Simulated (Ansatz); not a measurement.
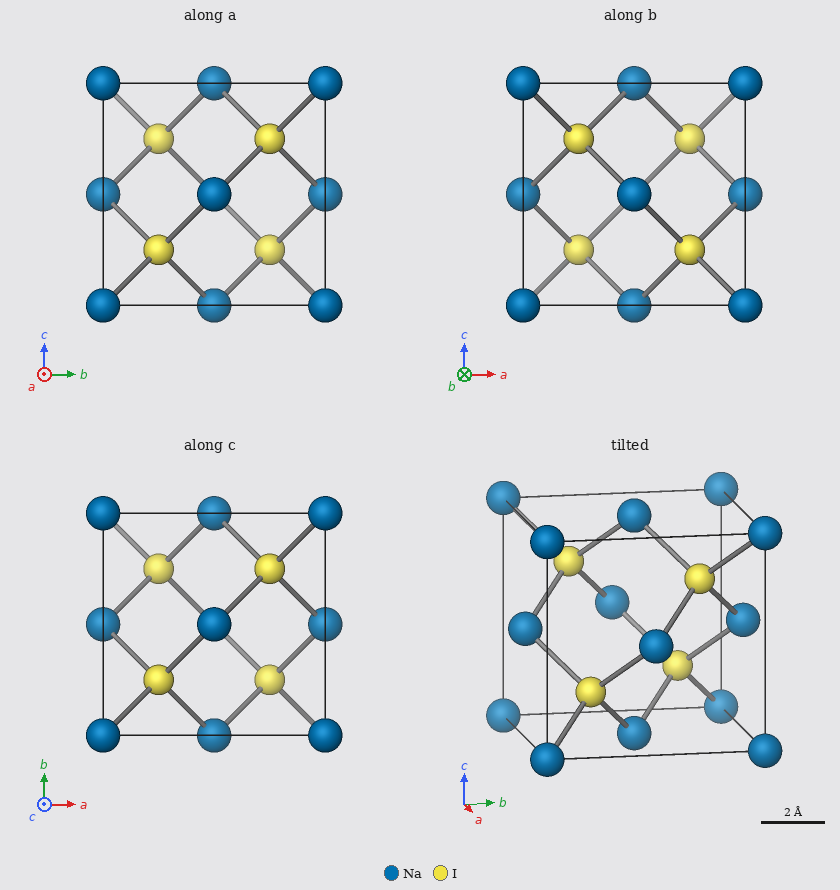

Drawn in the ball-and-stick manner and seen along the a axis, along the b axis, along the c axis and slightly off an axis. The lines enclose the conventional unit cell; boundary atoms appear with their images.

Lattice parameters: a = 7.163 Å, b = 7.163 Å, c = 7.163 Å, α = 90.00°, β = 90.00°, γ = 90.00°. Put a along x and b in the xy plane.

Q: Write down what is shown as a POSCAR file.

A:
```
Na I
1.0
     7.163    0.000    0.000
     0.000    7.163    0.000
     0.000    0.000    7.163
Na I
4 4
Direct
  0.0000 0.0000 0.0000
  0.0000 0.5000 0.5000
  0.5000 0.0000 0.5000
  0.5000 0.5000 0.0000
  0.2500 0.2500 0.7500
  0.2500 0.7500 0.2500
  0.7500 0.2500 0.2500
  0.7500 0.7500 0.7500
```

Provenance: a structure type filled with these elements by a generator (whether the compound takes this form wasn't checked). Earlier steps of the study may have refined or changed the cell and positions. An electronic-structure calculation with Ansatz was run on it.
